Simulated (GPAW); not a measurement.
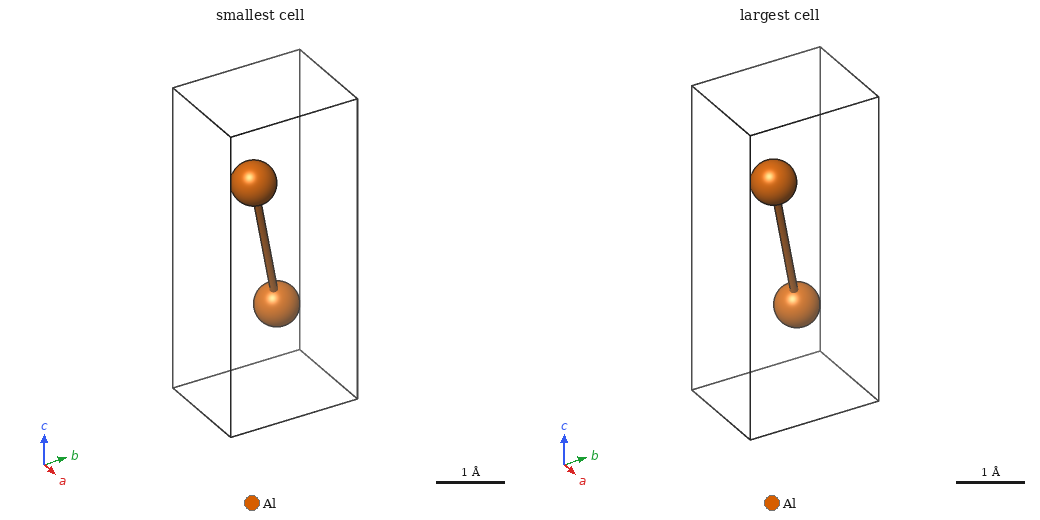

Al, hexagonal close-packed (Mg type), space group P6₃/mmc (No. 194), relaxed (cell and atoms, zero pressure) with five choices of dispersion term on top of PBEsol; the smallest and the largest of the relaxed conventional cells are drawn to one scale (sticks follow a distance rule). The start was a structure listed in the Materials Project. This isn't the form of Al at room conditions, which is fcc.

Alike in all runs: GPAW 26.7.0; functional PBEsol; potentials PAW data sets generated in the run's folder for this functional; cutoff 600 eV; k mesh 11 × 11 × 6 on the run's cell of 2 atoms; occupations fermi-dirac, width 0.05 eV; no spin polarisation; no spin-orbit coupling. All runs are metallic.

```tsv
level	volume (Å³/atom)	a (Å)	c (Å)
D3(BJ)-ATM	15.79	2.805	4.636
none	16.34	2.835	4.694
D3	16.01	2.817	4.658
D3(BJ)	15.74	2.801	4.631
D4	?	?	?
```

**Fill in the row of D4.**

Volume 15.95 Å³/atom; a 2.814 Å; c 4.651 Å. That is between D3(BJ)-ATM and D3 in volume.

**Order the levels by the relaxed volume, smallest first.**

D3(BJ) (15.74 Å³/atom), D3(BJ)-ATM (15.79 Å³/atom), D4 (15.95 Å³/atom), D3 (16.01 Å³/atom), none (16.34 Å³/atom). Rows within a few tenths of a per cent can't be told apart.

Caveat: later steps reuse the first step's grids; pairwise dispersion terms can overbind metals strongly.
